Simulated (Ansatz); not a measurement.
A series of calculations on MgSi₃₂

**1. Relaxation**

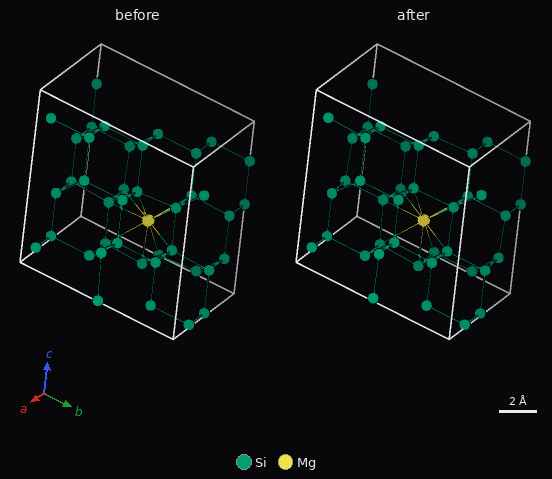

The structure of a defect cell of composition MgSi32 before (left) and after (right) a relaxation, at one scale.

Style: ball-and-stick. Shown: the cell of the calculation (origin shifted), slightly off an axis.

Case: Mg interstitial, charge +0, atoms relaxed at the host's cell.

These are results of DFT r2SCAN, scalar-relativistic, plane waves, PAW (Ansatz), not measurements.

Input file:
```yaml
crystal:
  lattice:
    - [-5.44370238, 5.44370238, -5.44370238]
    - [-5.44370238, -5.44370238, 5.44370238]
    - [5.44370238, 5.44370238, 5.44370238]
  atoms:
    - { symbol: Si, position: [-0.0006908244, -0.0044754961, 0.7448901897] }
    - { symbol: Si, position: [0.75, 0.25, 0.75] }
    - { symbol: Si, position: [0.7308789566, -0.0132227787, -0.000690886] }
    - { symbol: Si, position: [0.5, 0.5, 0.75] }
    - { symbol: Si, position: [0.5, 0.25, 0.0] }
    - { symbol: Si, position: [0.5, 0.0, 0.25] }
    - { symbol: Si, position: [0.25, 0.75, 0.75] }
    - { symbol: Si, position: [0.25, 0.5, 0.0] }
    - { symbol: Si, position: [0.2436380888, 0.2487294695, 0.2475807657] }
    - { symbol: Si, position: [0.25, 0.0, 0.5] }
    - { symbol: Si, position: [0.0135232143, 0.7509148973, -0.0043072441] }
    - { symbol: Si, position: [0.0, 0.5, 0.25] }
    - { symbol: Si, position: [0.0, 0.25, 0.5] }
    - { symbol: Si, position: [0.75, 0.75, 0.25] }
    - { symbol: Si, position: [0.75, 0.5, 0.5] }
    - { symbol: Si, position: [0.5, 0.75, 0.5] }
    - { symbol: Si, position: [0.0, 0.0, 0.5] }
    - { symbol: Si, position: [0.75, 0.25, 0.5] }
    - { symbol: Si, position: [0.7476278606, 0.0062861453, 0.7342057913] }
    - { symbol: Si, position: [0.5, 0.5, 0.5] }
    - { symbol: Si, position: [0.5, 0.25, 0.75] }
    - { symbol: Si, position: [0.5, 0.0, 0.0] }
    - { symbol: Si, position: [0.25, 0.75, 0.5] }
    - { symbol: Si, position: [0.25, 0.5, 0.75] }
    - { symbol: Si, position: [0.2372634941, 0.2513579008, 0.000700925] }
    - { symbol: Si, position: [0.2441640459, -0.0029064573, 0.2285343335] }
    - { symbol: Si, position: [0.0123408289, 0.7584394906, 0.7594329298] }
    - { symbol: Si, position: [0.0, 0.5, 0.0] }
    - { symbol: Si, position: [0.0027660307, 0.2521409316, 0.2564373125] }
    - { symbol: Si, position: [0.7562530895, 0.7456368701, 0.0005436355] }
    - { symbol: Si, position: [0.75, 0.5, 0.25] }
    - { symbol: Si, position: [0.5, 0.75, 0.25] }
    - { symbol: Mg, position: [0.0026959325, 0.0040967354, 0.0009686428] }
  host:
    lattice:
      - [0.0, 2.72185119, 2.72185119]
      - [2.72185119, 0.0, 2.72185119]
      - [2.72185119, 2.72185119, 0.0]
    atoms:
      - { symbol: Si, position: [0.75, 0.75, 0.75] }
      - { symbol: Si, position: [0.5, 0.5, 0.5] }
basis:
  ecutwfc: 500
  xc_grid: 3
kpoints:
  mp_grid: { grid: [2, 2, 2], shift: [0.5, 0.5, 0.5] }
hamiltonian:
  xc: r2scan
scf:
  occupations: { method: gaussian, width: 0.01 }
output:
  forces: true
  stress: false
  eigenvalues: true
  charged_corrections:
    defect_position: [0.0, 0.0, 0.0]
    epsilon: [[11.7104, 0.0, 0.0], [0.0, 11.7104, 0.0], [0.0, 0.0, 11.7104]]
  write_density: true
  write_potential: true
  elf: true
  volumetric_format: npy
relax:
  adjacent_minimum: "off"
  f_tol: 0.025
  max_steps: 45
```

Run as
```bash
ansatz run input.yaml --threads 8 --pin off --max-ram 20480MiB --backend cpu --events-out ev --progress --plain --runs-dir out
```

Summarise the run.

The largest move is that of Si26, 0.20 Å roughly along [1 0 3]. Largest moves by element: Si 0.20 Å, Mg 0.03 Å. The cell doesn't change. Near-neighbour distances that change, for instance: Si9–Mg33 2.302 → 2.499 Å, Si10–Si26 2.533 → 2.339 Å, Si3–Si19 2.619 → 2.426 Å, Si11–Si26 2.234 → 2.426 Å. Bond angles that change, for instance: Si28–Si11–Si30 104.4° → 112.0°, Si19–Si1–Si27 114.2° → 106.8°, Si1–Si19–Si3 107.2° → 114.5°. After 3 accepted moves (4 points after the start) the energy has fallen by 1.457 eV per cell of the calculation. Largest force component: 2.4 eV/Å at the start, 0.0025 eV/Å at the end. 1 step only repeated the SCF at the same geometry.

**2. Relaxation**

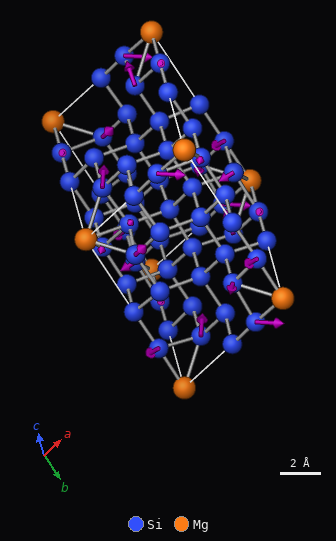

A relaxation of a defect cell of composition MgSi32 (cell charge +2). The starting structure is drawn; purple arrows show the displacements, 30 times their true length.

The picture is a ball-and-stick view of the cell of the calculation, seen from a free direction.

Case: Mg interstitial, charge +2, atoms relaxed at the host's cell.

Method: DFT r2SCAN, scalar-relativistic, plane waves, PAW in Ansatz. (plane-wave cutoff 500 eV; k-point mesh 2 × 2 × 2; occupations gaussian; smearing width 0.01 eV; mesh shifted by (0.5, 0.5, 0.5); no spin polarisation; atoms relaxed in a fixed cell; force threshold 0.025 eV/Å; at most 45 steps)

> Atoms of which element are displaced furthest, and by how much?

Silicon: up to 0.057 Å, against 0.010 Å for magnesium.

> Describe the change and its energy.

Over 2 accepted moves (3 points after the start) the energy falls by 0.102 eV per cell of the calculation. Largest force component: 0.86 eV/Å at the start, 0.005 eV/Å at the end. 1 step only repeated the SCF at the same geometry. The largest move is that of a Si atom, 0.057 Å along [3 2 0]. By element the largest moves are Si 0.057 Å, Mg 0.010 Å. The cell doesn't change. Some distances before and after: Si–Si 2.509 → 2.431 Å, Si–Si 2.394 → 2.342 Å, Mg–Si 2.543 → 2.496 Å, Si–Si 2.475 → 2.431 Å. Bond angles that change, for instance: Si–Si–Si 114.3° → 111.8°, Si–Si–Si 105.8° → 108.1°, Si–Si–Mg 126.8° → 124.8°.

Limits of the set-up: the cell is charged, on a uniform background, and energies carry no finite-size correction.

**3. Defect**

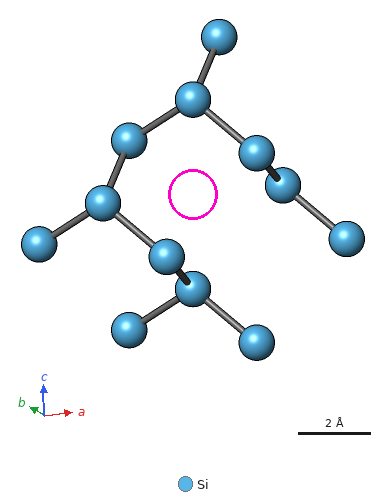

Perfect Si. Style: ball-and-stick. Shown: the atoms within 4.6 Å of one point, in a slice 3.4 Å thick across the line of sight, slightly off an axis.

Computed with Ansatz, DFT r2SCAN, scalar-relativistic, plane waves, PAW. Set-up: plane-wave cutoff 500 eV; k-point mesh 2 × 2 × 2; occupations gaussian; smearing width 0.01 eV; mesh shifted by (0.5, 0.5, 0.5); no spin polarisation. The cell is small and the k-mesh coarse, so the numbers are rough. The axes drawn are those of the host's conventional cell.

An extra magnesium atom is put between the host's atoms (an interstitial) at the ringed place, in charge state 0. The supercell has 32 sites, and the atoms are relaxed at the host's cell.

Question: Predict the relaxed surroundings of the defect.

Answer: The Mg atom starts with 10 Si at 2.36 to 2.72 Å around its place and ends with 10 Si at 2.50 to 2.76 Å. Of the host's atoms, a silicon atom moves furthest from its site, by 0.14 Å.

The relaxed defect, seen from the same direction:

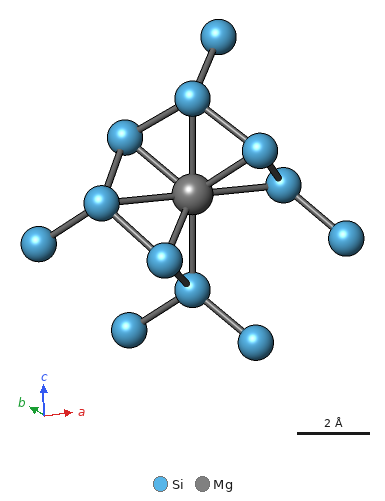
